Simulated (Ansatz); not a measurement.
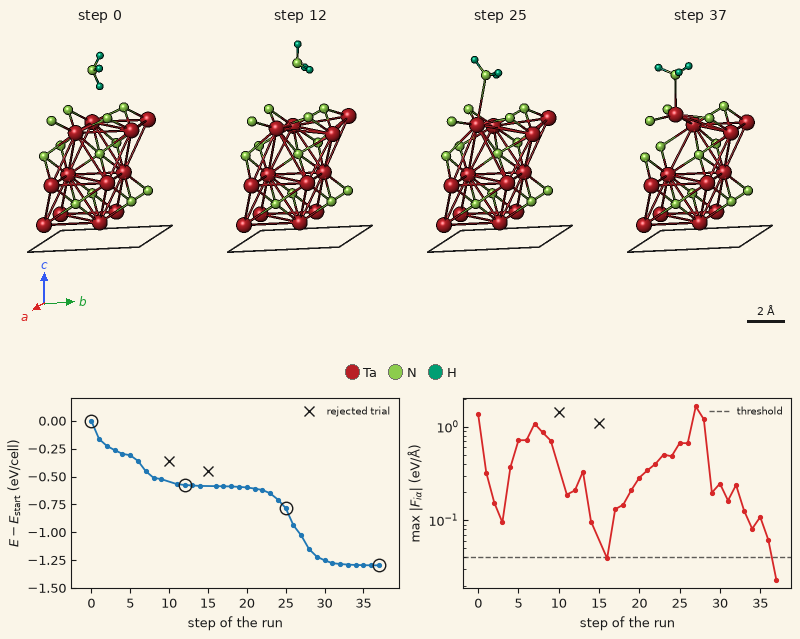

Frames of a constrained relaxation of a slab of composition Ta12H3N13 (cut from the Fm-3m phase), marked on the history of the run. Style: ball-and-stick. Shown: the cell of the calculation, outlined in the plane, without the vacuum (origin shifted), slightly off an axis.

Case: 1 NH3 a cell, upright, over a hollow Ta-N site. The slab is the (1 1 1) face of TaN with NH3 on it. 12 atoms are held fixed.

Theory: DFT PBE+D3(BJ), scalar-relativistic, plane waves, PAW in Ansatz.

Input file:
```yaml
crystal:
  lattice:
    - [6.2014901195, 0.0, 0.0]
    - [-3.1007450597, 5.3706479848, 0.0]
    - [0.0, 0.0, 25.934869349]
  atoms:
    - { symbol: Ta, position: [0.1666666667, 0.3333333333, 0.3084650203] }
    - { symbol: Ta, position: [0.1666666667, 0.8333333333, 0.3084650203] }
    - { symbol: Ta, position: [0.6666666667, 0.3333333333, 0.3084650203] }
    - { symbol: Ta, position: [0.6666666667, 0.8333333333, 0.3084650203] }
    - { symbol: "N", position: [0.3333333333, 0.1666666667, 0.3572747464] }
    - { symbol: "N", position: [0.3333333333, 0.6666666667, 0.3572747464] }
    - { symbol: "N", position: [0.8333333333, 0.1666666667, 0.3572747464] }
    - { symbol: "N", position: [0.8333333333, 0.6666666667, 0.3572747464] }
    - { symbol: Ta, position: [0.5, 0.5, 0.4060844725] }
    - { symbol: Ta, position: [0.5, 0.0, 0.4060844725] }
    - { symbol: Ta, position: [0.0, 0.5, 0.4060844725] }
    - { symbol: Ta, position: [0.0, 0.0, 0.4060844725] }
    - { symbol: "N", position: [0.6666666667, 0.3333333333, 0.4548720404] }
    - { symbol: "N", position: [0.6666666667, 0.8333333333, 0.4548720404] }
    - { symbol: "N", position: [0.1666666667, 0.3333333333, 0.4548720404] }
    - { symbol: "N", position: [0.1666666667, 0.8333333333, 0.4548720404] }
    - { symbol: Ta, position: [0.8333333333, 0.6666666667, 0.5087323847] }
    - { symbol: Ta, position: [0.8333333333, 0.1666666667, 0.5087323847] }
    - { symbol: Ta, position: [0.3333333333, 0.6666666667, 0.5087323847] }
    - { symbol: Ta, position: [0.3333333333, 0.1666666667, 0.5087323847] }
    - { symbol: "N", position: [0.0, 0.5, 0.5441383962] }
    - { symbol: "N", position: [0.0, 0.0, 0.5441383962] }
    - { symbol: "N", position: [0.5, 0.5, 0.5441383962] }
    - { symbol: "N", position: [0.5, 0.0, 0.5441383962] }
    - { symbol: "N", position: [0.1883564368, 0.2737266415, 0.6348078331] }
    - { symbol: H, position: [0.0801291004, 0.3096582972, 0.6604104298] }
    - { symbol: H, position: [0.3738765649, 0.3900360051, 0.6455000018] }
    - { symbol: H, position: [0.1666666667, 0.3333333333, 0.598505356] }
basis:
  ecutwfc: 420
kpoints:
  mp_grid: { grid: [4, 4, 1] }
hamiltonian:
  xc: pbe
  dispersion: d3bj
scf:
  occupations: { method: gaussian, width: 0.1 }
output:
  forces: true
  eigenvalues: true
  write_density: true
  write_potential: true
  elf: true
  volumetric_format: npy
relax:
  adjacent_minimum: "off"
  f_tol: 0.04
  max_steps: 100
  constraints: [{ sites: [0, 1, 2, 3, 4, 5, 6, 7, 8, 9, 10, 11] }]
efield:
  axis: 3
  dipole_correction: true
  ramp_width: 0.04
```

Launched with:
```bash
ansatz run input.yaml --threads 4 --pin off --max-ram 10240MiB --backend cpu --events-out ev --progress --plain --runs-dir out
```

> What happens along the run?

The largest move is that of H26, 2.69 Å at 82° to the normal (−c side). Largest moves by element: H 2.69 Å, N 1.38 Å, Ta 1.01 Å. The cell doesn't change. Among the contacts that change: Ta20–N25 3.541 → 2.205 Å, Ta10–Ta20 3.208 → 4.089 Å, N13–Ta20 2.271 → 3.009 Å, Ta17–Ta20 3.101 → 3.312 Å. New bonds form, among them: Ta20–N25 (3.54 → 2.20 Å). Bonds break, among them: N13–Ta20 (2.27 → 3.01 Å), N15–Ta20 (2.27 → 3.01 Å), N16–Ta20 (2.27 → 3.01 Å). Bond angles that change, for instance: Ta17–N23–Ta20 100.8° → 112.2°, Ta17–N21–Ta19 100.8° → 92.5°, Ta17–N21–Ta18 100.8° → 92.5°. The energy falls by 1.297 eV per cell of the calculation in 35 accepted moves (37 points after the start). The largest force component goes from 1.4 to 0.023 eV/Å. The line search rejected the trial steps at points 10, 15 of the run. The forces were under the threshold at step 16, but the run went on from there. Cost: 13 min on 4 threads of Intel(R) Xeon(R) 6975P-C (Granite Rapids), on a shared host, peak memory 3 GiB. From step 0 to 12: H28 moves most (1.11 Å), energy −0.575 eV per cell of the calculation. From step 12 to 25: H26 moves most (1.54 Å), energy −0.207 eV per cell of the calculation. From step 25 to 37: H27 moves most (1.23 Å), energy −0.514 eV per cell of the calculation.

```csv
step,"E − E(0), meV/atom","largest force component, eV/Å",note
0,0.00,1.3539,
1,-5.81,0.3234,
2,-8.03,0.1538,
3,-9.38,0.0948,
4,-10.56,0.3700,
5,-11.01,0.7168,
6,-12.82,0.7190,
7,-16.12,1.0789,
8,-18.23,0.8686,
9,-18.68,0.7110,
10,-12.83,1.4453,rejected
11,-20.26,0.1880,
13,-20.71,0.3314,
14,-20.85,0.0969,
16,-20.92,0.0391,
17,-20.97,0.1311,
19,-21.15,0.2098,
20,-21.34,0.2856,
21,-21.71,0.3420,
23,-23.21,0.5037,
24,-25.23,0.4833,
26,-33.48,0.6665,
27,-36.72,1.6499,
28,-41.08,1.2014,
30,-44.69,0.2466,
31,-45.60,0.1625,
33,-46.07,0.1265,
34,-46.18,0.0810,
36,-46.29,0.0619,
37,-46.31,0.0231,
```

Limits of the set-up: the periodic images lie only 6.2 Å apart, so the values are limited by the cell's size.
